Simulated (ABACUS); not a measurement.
# Energy of LiCl along an even scaling of the cell

System: LiCl (2 atoms in the cell).
Method: Kohn-Sham DFT of a periodic cell, PBEsol, PseudoDojo NC SR 0.4.1 PBEsol standard, no spin polarisation (ABACUS 3.10.1).

The 7 runs differ only in the geometry, by an even scaling of the cell at fixed fractional positions. The structure derives from an entry of the Crystallography Open Database.

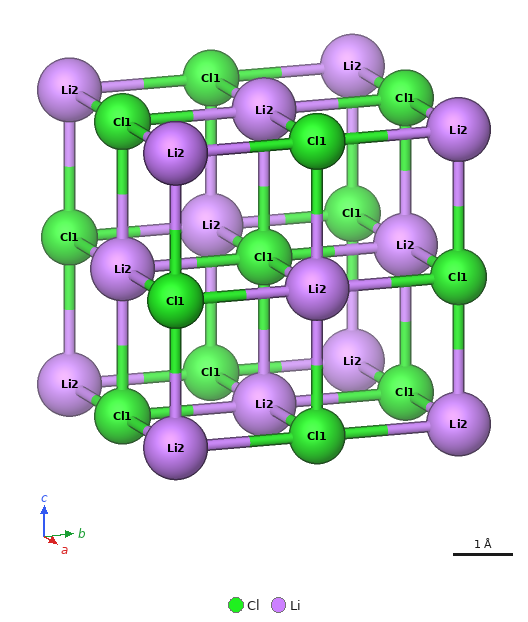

Figure 1. The structure of run 4 (ball-and-stick view of the cell 4 times as large as that of the calculation, set on its symmetry axes, seen slightly off an axis; atoms are numbered from 1 in the order of the input). An atom can appear more than once, as a periodic image.

### The input of run 4
```
INPUT_PARAMETERS
suffix              LiCl
calculation         scf
basis_type          pw
pseudo_dir          ./
symmetry            1
dft_functional      pbesol
ecutwfc             74
pseudo_rcut         7
nspin               1
nbands              9
ks_solver           dav
smearing_method     fd
smearing_sigma      0.00367493
scf_thr             1e-08
scf_nmax            100
mixing_type         broyden
mixing_beta         0.7
cal_force           1
cal_stress          1
kpar                4
```

### File STRU of run 4
```
ATOMIC_SPECIES
Cl 35.4500 Cl.upf
Li 6.9400 Li.upf

LATTICE_CONSTANT
1.8897261246

LATTICE_VECTORS
0.0000000000 2.5647700000 2.5647700000
2.5647700000 0.0000000000 2.5647700000
2.5647700000 2.5647700000 0.0000000000

ATOMIC_POSITIONS
Direct

Cl
0.0
1
0.5000000000 0.5000000000 0.5000000000 1 1 1

Li
0.0
1
0.0000000000 0.0000000000 0.0000000000 1 1 1
```

### File KPT of run 4
```
K_POINTS
0
Gamma
9 9 9 0 0 0
```

Command:
```bash
OMP_NUM_THREADS=1 mpirun -np 4 abacus > log
```

Lattice vectors (Å) and fractional positions of run 4:
```
   0.000000    2.564770    2.564770
   2.564770    0.000000    2.564770
   2.564770    2.564770    0.000000
Cl  0.500000  0.500000  0.500000
Li  0.000000  0.000000  0.000000
```

Run 2 differs from it as follows:
```diff
-0.0000000000 2.5647700000 2.5647700000
-2.5647700000 0.0000000000 2.5647700000
-2.5647700000 2.5647700000 0.0000000000
+0.0000000000 2.5301066968 2.5301066968
+2.5301066968 0.0000000000 2.5301066968
+2.5301066968 2.5301066968 0.0000000000
```

### Results, with one run withheld

```tsv
run	volume per atom (Å³)	free energy per atom, from the lowest run given (meV)	pressure (GPa)	gap on the mesh (eV)
1	15.859	0.32	0.83	6.49
2	16.196	?	?	?
3	16.534	0.00	−0.65	6.24
4	16.871	2.01	−1.27	6.13
5	17.209	5.26	−1.83	6.02
6	17.546	9.63	−2.33	5.91
7	17.883	14.99	−2.77	5.82
```

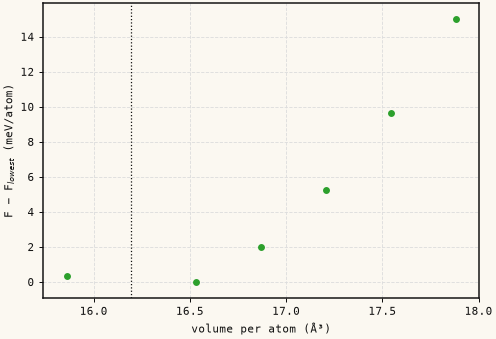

Figure 2. Free energy per atom of the runs given; the dotted line marks run 2.

Estimate the energy of run 2 from the others.

A cubic polynomial in V^(−2/3) (the Birch–Murnaghan form), fitted to the 6 runs given, misses them by under 0.01 meV per atom. With x = V^(−2/3) − 0.15148 Å⁻², it reads F = 2.7623 − 1483.8 x + 1.6197e+05 x² + 1.5647e+05 x³ (meV per atom). At run 2 it gives −0.62 meV per atom, and the run itself gives −0.62. The slope of the fit gives a pressure −dF/dV of 0.06 GPa there, and the run prints 0.05 GPa. The fit has its minimum at 16.225 Å³ per atom, where V d²F/dV² gives 35.1 GPa: the bulk modulus at this level, since symmetry fixes the shape and the positions. The gap on the mesh goes, without turning, from 6.49 eV in run 1 to 5.82 eV in run 7; run 2 has 6.36 eV. These are gaps of this functional on this mesh, which can miss the band edges; they aren't the measured gap.

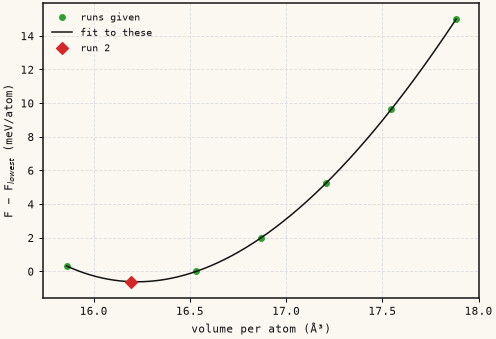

Figure 3. The fit and the withheld run.

### Some lines of the output (run 2)
```
[...]
                          Volume (Bohr^3) = 218.596
                             Volume (A^3) = 32.3926
 E_Fermi        0.4172397565         5.6768381199
 E_Fermi        0.4083509642         5.5558998973
 E_Fermi        0.4050266335         5.5106700578
 E_Fermi        0.4042336779         5.4998813424
 E_Fermi        0.4044416330         5.5027107169
 E_KS(sigma->0) -47.2960078290       -643.4951991267
 E_Fermi        0.4044870625         5.5033288178
 final etot is -643.49519913 eV
 EFERMI = 5.5033288178 eV
 TOTAL-PRESSURE: 0.519658 KBAR
 !FINAL_ETOT_IS -643.4951991266543700 eV
```
